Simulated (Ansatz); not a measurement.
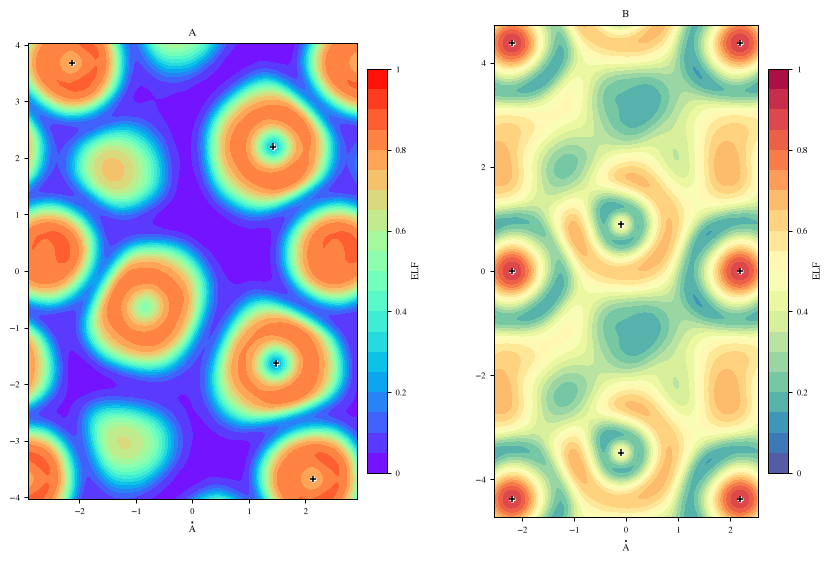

The electron localisation function of 2 systems, each on a plane through atoms (crosses mark nuclei in the plane).

Level of theory: Ansatz 0.2.0, DFT PBEsol, scalar-relativistic, plane waves, PAW.

System 1: FeSi, the (010) plane of the conventional cell. Space group P2₁3; computed pressure about 4 GPa in this cell; computed without spin polarisation.

```xyz
8
Lattice="4.3800 0.0000 0.0000 0.0000 4.3800 0.0000 0.0000 0.0000 4.3800" Properties=species:S:1:pos:R:3 pbc="T T T"
Fe    0.6023    0.6023    0.6023
Fe    1.5877    3.7777    2.7923
Fe    2.7923    1.5877    3.7777
Fe    3.7777    2.7923    1.5877
Si    3.6849    3.6849    3.6849
Si    2.8851    0.6951    1.4949
Si    1.4949    2.8851    0.6951
Si    0.6951    1.4949    2.8851
```

System 2: HfO2, the (011) plane of the conventional cell. Space group P2₁/c; a generated structure, not necessarily the stable one.

```
Hf O
1.0
     5.11800    0.00000    0.00000
     0.00000    5.18570    0.00000
    -0.85866    0.00000    5.21387
Hf O
4 8
Direct
  0.27653 0.04280 0.20830
  0.72347 0.54280 0.29170
  0.72347 0.95720 0.79170
  0.27653 0.45720 0.70830
  0.44847 0.75795 0.47890
  0.55153 0.25795 0.02110
  0.55153 0.24205 0.52110
  0.44847 0.74205 0.97890
  0.07009 0.33461 0.34372
  0.92991 0.83461 0.15628
  0.92991 0.66539 0.65628
  0.07009 0.16539 0.84372
```

### Which map belongs to which system?

Panel A is system 2, HfO2: the plane holds Hf and O. Hf–O (2.14 Å): the ELF peaks at about 0.85 in the valence shell of O, 0.6 Å from its nucleus, and drops to about 0.15 between the two atoms; no localised pair shows between them. Panel B is system 1, FeSi: the plane holds Fe and Si. Fe–Si (2.45 Å): the ELF peaks at about 0.65 in the valence shell of Si, 0.9 Å from its nucleus, and is about 0.45 at the midpoint.
